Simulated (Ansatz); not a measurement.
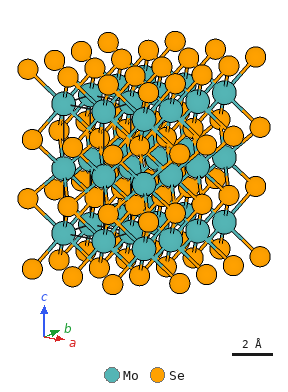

Starting structure of a crystal of MoSe (built on the nickel arsenide type). The picture is a ball-and-stick view of the cell of the calculation, repeated 2 × 3 × 1 with one cell outlined, seen slightly off an axis.

The calculation used Ansatz, DFT PBEsol, scalar-relativistic, plane waves, PAW.

The input:
```yaml
crystal:
  lattice:
    - [3.3904979266, 0.0, 0.0]
    - [-1.6952489633, 2.9362573359, 0.0]
    - [0.0, 0.0, 6.5745001832]
  atoms:
    - { symbol: Mo, position: [0.0, 0.0, 0.0] }
    - { symbol: Mo, position: [0.0, 0.0, 0.5] }
    - { symbol: Se, position: [0.3333333333, 0.6666666667, 0.25] }
    - { symbol: Se, position: [0.6666666667, 0.3333333333, 0.75] }
basis:
  ecutwfc: 420
kpoints:
  mp_grid: { grid: [12, 12, 6] }
hamiltonian:
  xc: pbesol
scf:
  occupations: { method: gaussian, width: 0.1 }
output:
  forces: true
  stress: true
  eigenvalues: true
relax:
  adjacent_minimum: "off"
  f_tol: 0.01
  max_steps: 80
  cell: { stress_tol: 0.05 }
```

Launched with:
```bash
ansatz run input.yaml --threads 1 --pin off --max-ram 2560MiB --backend cpu --events-out ev --progress --plain --runs-dir out
```

**Where does the relaxation end?**

The energy falls by 19.5 meV per atom in 5 accepted moves (7 points after the start). All forces vanish by symmetry, so only the cell relaxes. Pressure: 0.29 GPa at the start and 0.01 GPa at the end. The line search rejected the trial step at point 3 of the run. The SCF was repeated once at an unchanged geometry on a basis and grid sized afresh for the cell, which shifted the energy by less than 0.05 meV per atom at most. The atoms keep their places relative to the cell (all moves are under 0.005 Å). Cell: a = b 3.390 → 3.228 Å (−4.8 %), c 6.574 → 7.114 Å (+8.2 %). Volume −1.9 %. Among the contacts that change: Mo1–Se3 2.556 → 2.576 Å. Bond angles that change, for instance: Mo1–Se3–Mo2 80.0° → 87.3°, Se3–Mo1–Se3 83.1° → 77.6°, Se3–Mo1–Se4 96.9° → 102.4°. The space group stays P6_3/mmc (No. 194).

Step by step:

```tsv
step	E − E(0), meV/atom	pressure, GPa	volume, Å³/atom	note
0	0.00	0.29	16.363	
1	-8.62	0.53	16.221	
2	-19.15	-0.83	16.144	
3	-15.70	2.34	15.785	rejected
4	-19.49	0.09	16.050	
5	-19.50	-0.08	16.057	
6	-19.50	0.00	16.053	
7	-19.51	0.01	16.053	same geometry, new basis
```

The structure at the end:

```
CELL_PARAMETERS angstrom
3.22849 0.00000 0.00000
-1.61424 2.79595 0.00000
0.00000 0.00000 7.11373
ATOMIC_POSITIONS crystal
Mo 0.00000 0.00000 0.00000
Mo 0.00000 0.00000 0.50000
Se 0.33333 0.66667 0.25000
Se 0.66667 0.33333 0.75000
```

The end point in the same view:

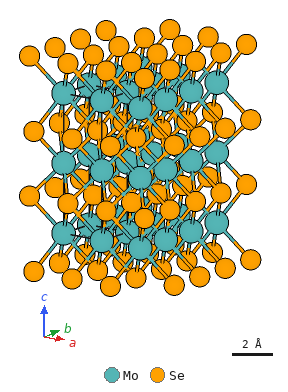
